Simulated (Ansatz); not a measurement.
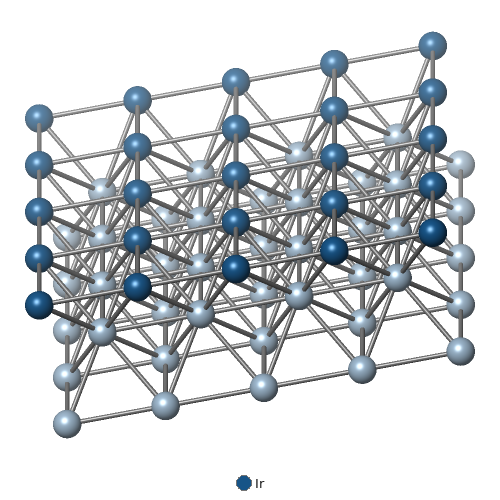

The system is O on an Ir(100) slab cut from the Fm-3m phase, its upper half relaxed before the scan (12 atoms of substrate and one adsorbate in a 2 × 2 cell); the picture shows it without the atoms that are moved over the map. O is moved over the surface cell at a fixed height above a rigid substrate; the origin of the map has the adsorbate above Ir9; the height is held at 3.30 Å. Places are given modulo a cell vector. The map is drawn in real space over the plane of the surface. Grid: 6 × 6 points; 10 points were computed and 26 follow by symmetry. Places are given in fractions of the 1 × 1 surface cell. Energies: meV, counted from the lowest grid point. The runs have no spin polarisation, so an open-shell adsorbate far from the surface lies too high. At a fixed height the lowest place need not be the adsorption site. Level of theory: Ansatz 0.2.0, DFT PBE+D3(BJ), scalar-relativistic, plane waves, PAW. Settings: cutoff 420 eV, k-mesh 5×5×1, gaussian smearing 0.1 eV, no spin polarisation.

Range: position of O13 along the first surface vector from 0.000 to 0.833; position of O13 along the second surface vector from 0.000 to 0.833.

What landscape does the calculation give?

The lowest grid point is at the top site over a surface Ir atom, (0/6, 0/6) of the cell vectors. No other kind of well shows on this grid. The highest grid point, a fourfold hollow over a second-layer Ir atom, (3/6, 3/6) of the cell vectors, lies 114 meV above the lowest. On the interpolated surface the easiest way out of the lowest well to its copy in the next cell or period passes a barrier of about 60 meV. At the lowest point the adsorbate has 1 Ir at 3.30 Å as nearest neighbours, at the highest 4 Ir at 3.82 Å.

```tsv
second ↓, first →	0/6	1/6	2/6	3/6	4/6	5/6
5/6	15	30	59	74	59	30
4/6	45	59	87	100	87	59
3/6	60	74	100	114	100	74
2/6	45	59	87	100	87	59
1/6	15	30	59	74	59	30
0/6	0	15	45	60	45	15
```

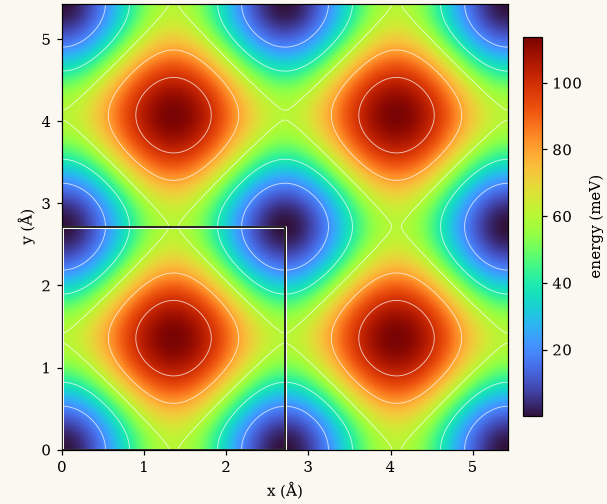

The picture shows a smooth colour map with a few white contour lines, the outline of one cell of the 2 × 2 shown. Between grid points the surface is interpolated.

Each point was launched as `ansatz run input.yaml --threads 2 --pin off --max-ram 6144MiB --backend cpu --events-out ev --progress --plain --runs-dir out`. Time for the 10 points that were run: 26 min on 2 threads of Arm Neoverse N1 (shared host).

PAW datasets: the set soft_1.
